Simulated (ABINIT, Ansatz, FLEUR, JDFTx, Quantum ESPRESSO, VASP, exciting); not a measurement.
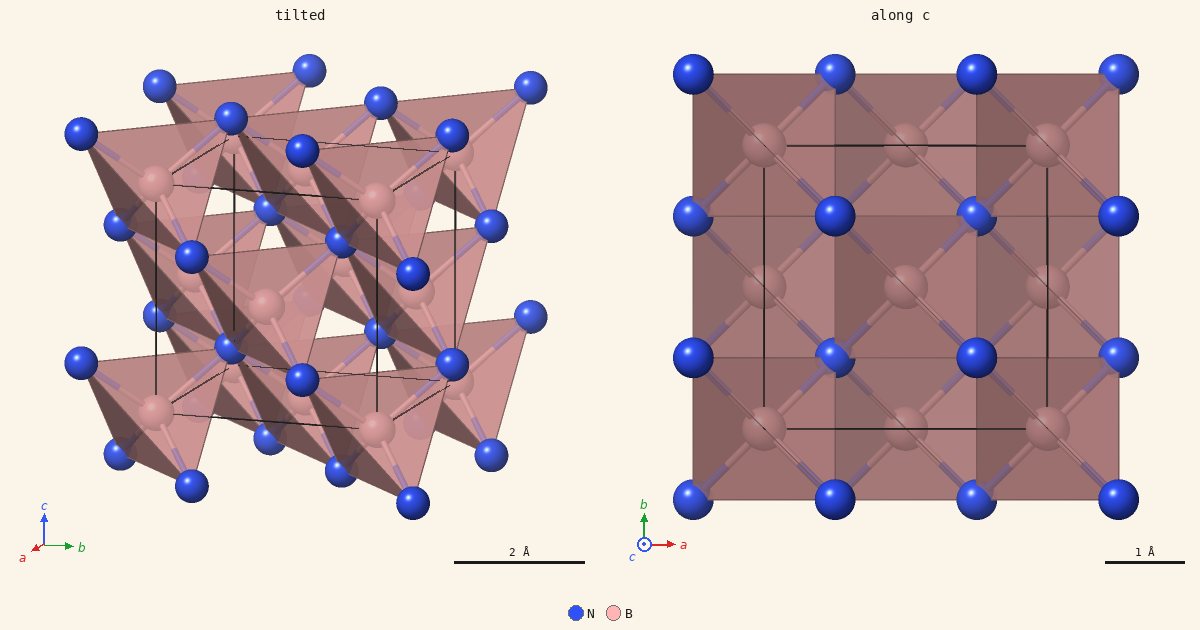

BN, zinc blende type, space group F-43m (No. 216), a = 3.626 Å, b = 3.626 Å, c = 3.626 Å, α = 90.00°, β = 90.00°, γ = 90.00°. View slightly off an axis and along the c axis, drawn as a polyhedral model. The parallelepiped is the conventional unit cell. A few atoms beyond the faces are included. The cell is a structure listed in the Materials Project.

One fixed geometry in nine programs or potential sets. Alike in all runs: functional PBE; k mesh 13 × 13 × 13 on the run's cell of 2 atoms; occupations fermi-dirac, width 0.05 eV; no spin polarisation; no spin-orbit coupling. A dash marks a pressure that wasn't computed or isn't reliable.

```tsv
program	gap (eV)	pressure (GPa)
Quantum ESPRESSO (SSSP 1.3 efficiency)	4.54	-1.8
FLEUR (all-electron)	4.53	-
Ansatz LAPW (all-electron)	4.53	-0.4
Ansatz (Ansatz PAW)	4.54	-0.4
VASP (PBE potentials, release 64 N, B)	4.52	-0.2
JDFTx (PseudoDojo 0.5 standard)	4.60	-0.8
ABINIT (JTH PAW PBE v2.0)	4.52	-0.4
exciting (all-electron)	4.54	-
JDFTx (PseudoDojo 0.5 standard with smoothed tails)	?	?
```

Estimate the row of JDFTx (PseudoDojo 0.5 standard with smoothed tails).

A gap of 4.60 eV and a pressure of -0.7 GPa. The other rows span 4.52 to 4.60 eV and -1.8 to -0.2 GPa.

Is this cell larger or smaller than the equilibrium cell of this functional?

Larger: all pressures given are negative (-1.8 to -0.2 GPa), so its volume would shrink, by the pressure over the bulk modulus to first order.

Gaps are the least found on the k-mesh, which misses some points of high symmetry; where the band edges lie there, the true gap is smaller, at times by an eV. Plane-wave pressures hold the error of each finite cutoff.

Notes on single rows: Ansatz (Ansatz PAW): the pressure holds a Pulay correction of +1.1 GPa for the finite cutoff; JDFTx (PseudoDojo 0.5 standard): the empty levels aren't tightly converged.

Caveat: semilocal functionals give gaps below the measured ones.
